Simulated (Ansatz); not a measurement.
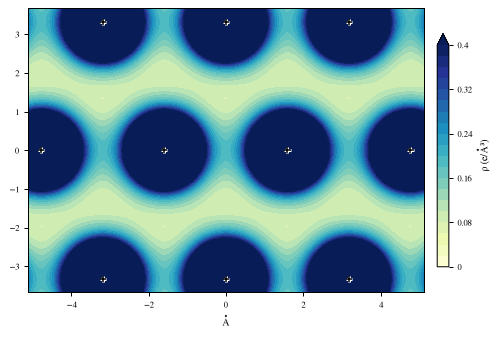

The valence electron density on a plane through atoms (crosses mark nuclei in the plane).

Method: Ansatz 0.2.0, DFT PBEsol, scalar-relativistic, plane waves, PAW.

Candidates:
A. Sn, a = 3.18 Å, b = 3.68 Å, c = 11.24 Å, α = 83.72°, β = 88.38°, γ = 64.41°. Space group P-1; not relaxed (largest force 0.5 eV/Å); computed pressure about −4 GPa in this cell.
B. AlRu, a = 2.96 Å, b = 2.96 Å, c = 3.02 Å, α = 90.00°, β = 90.00°, γ = 90.00°. Space group P4/mmm; a structure from a database of computed crystals, not necessarily the ambient phase; changed on purpose from its base cell (uniaxial strain along a, b, c and atoms relaxed: +1.5 %); computed without spin polarisation.
C. TiO, a = 3.03 Å, b = 3.03 Å, c = 3.24 Å, α = 90.00°, β = 90.00°, γ = 120.00°. Space group P-6m2; computed pressure about −40 GPa in this cell; computed without spin polarisation.

### Which candidate gave the map?

Candidate A: Sn on the (001) plane of the conventional cell, which holds Sn. Sn–Sn (3.18 Å): ρ is about 0.19 e/Å³ halfway.
